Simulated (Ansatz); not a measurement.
## Electronic structure of ZnO in real space

Input file:

```
crystal:
  lattice:
    - [-3.1350434774, 3.1350434774, 3.1350434774]
    - [3.1350434774, -3.1350434774, 3.1350434774]
    - [3.1350434774, 3.1350434774, -3.1350434774]
  atoms:
    - { symbol: Zn, position: [0.3295250965, 0.3295250965, 0.3295250965] }
    - { symbol: Zn, position: [0.0, 0.0, 0.6704749035] }
    - { symbol: Zn, position: [0.0, 0.6704749035, 0.0] }
    - { symbol: Zn, position: [0.6704749035, 0.0, 0.0] }
    - { symbol: O, position: [0.676259275, 0.676259275, 0.676259275] }
    - { symbol: O, position: [0.0, 0.0, 0.323740725] }
    - { symbol: O, position: [0.0, 0.323740725, 0.0] }
    - { symbol: O, position: [0.323740725, 0.0, 0.0] }
basis:
  ecutwfc: 420
kpoints:
  mp_grid: { grid: [6, 6, 6] }
  band_path:
    path:
      - [[0.0, 0.0, 0.0], [0.5, -0.5, 0.5], [0.0, 0.0, 0.5], [0.0, 0.0, 0.0], [0.25, 0.25, 0.25], [0.5, -0.5, 0.5]]
      - [[0.25, 0.25, 0.25], [0.0, 0.0, 0.5]]
    npoints: 14
hamiltonian:
  xc: pbe
scf:
  occupations: { method: gaussian, width: 0.02 }
  n_extra_bands: 20
output:
  forces: true
  stress: true
  eigenvalues: true
  populations: true
  dos: { projected: true, de: 0.02, nscf_kmesh: { grid: [9, 9, 9] } }
  bader: true
  write_density: true
  write_potential: true
  elf: true
  volumetric_format: npy
```

Command:

```sh
ansatz run input.yaml --threads 1 --pin off --max-ram 2560MiB --backend cpu --events-out ev --progress --plain --runs-dir out
```

Below, planes, directions and counts refer to the conventional cell (a = 6.27 Å, b = 6.27 Å, c = 6.27 Å, α = 90.00°, β = 90.00°, γ = 90.00°).

Space group I-43m; a structure generated by program, which may or may not match a known phase.

The calculation used DFT PBE, scalar-relativistic, plane waves, PAW (Ansatz 0.2.0).

In a PAW calculation such maps are meaningful between the atoms, not at the nuclei.

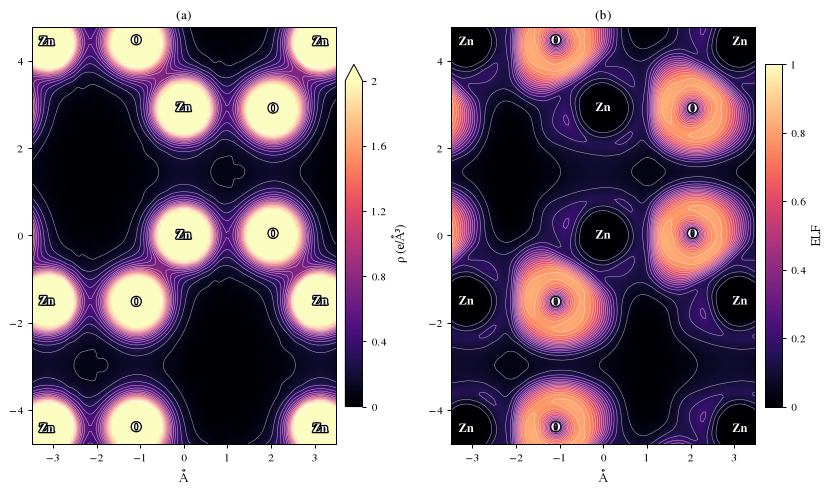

Figure 1. (a) valence charge density (pseudo); (b) electron localisation function on the (110) plane of the conventional cell.

> What does the map show?

The section cuts through Zn and O sites.
Zn–O (1.88 Å): ρ is about 0.77 e/Å³ halfway; the ELF peaks at about 0.85 in the valence shell of O, 0.6 Å from its nucleus, and is about 0.30 at the midpoint.
Zn–O (2.05 Å): the density is about 0.51 e/Å³ at the midpoint; the ELF peaks at about 0.85 in the valence shell of O, 0.6 Å from its nucleus, and is about 0.20 at the midpoint; no shared electron pair shows on this line.
Between the atoms the lowest density in this plane is 0.006 e/Å³.

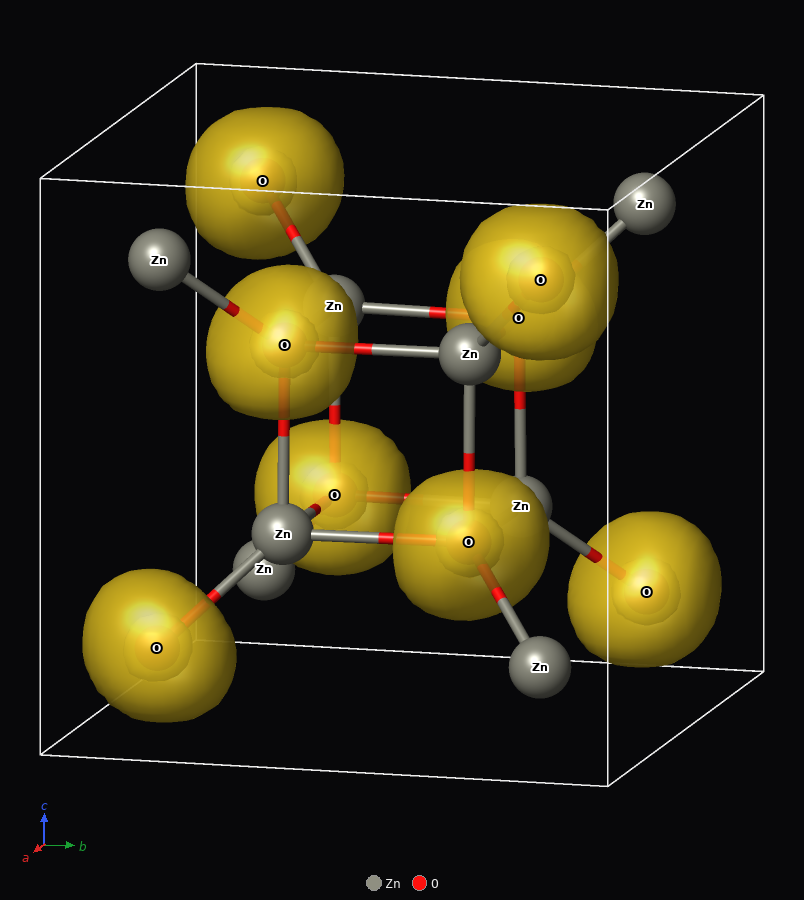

Figure 2. Isosurface of the electron localisation function at 0.7 (yellow), seen slightly off an axis. Only the valence region is drawn (cores and ρ < 0.01 e/Å³ removed). Sticks mark near contacts.

> Identify the bonds, lone pairs and shells in this picture.

At this value the surface marks out eight regions wrapped around O (the valence shell of each), counted in one cell of 16 atoms. Any copies at cell faces, edges or corners count once.

> Does the calculation make it a metal, or give it a gap?

It is gapped, with a Kohn–Sham gap of 1.3 eV on the k-point mesh, an upper bound to the gap of this method.

> How much charge does the calculation move between the atoms?

Electrons move from Zn towards O. Bader charges: Zn +1.22 and O −1.22 e.
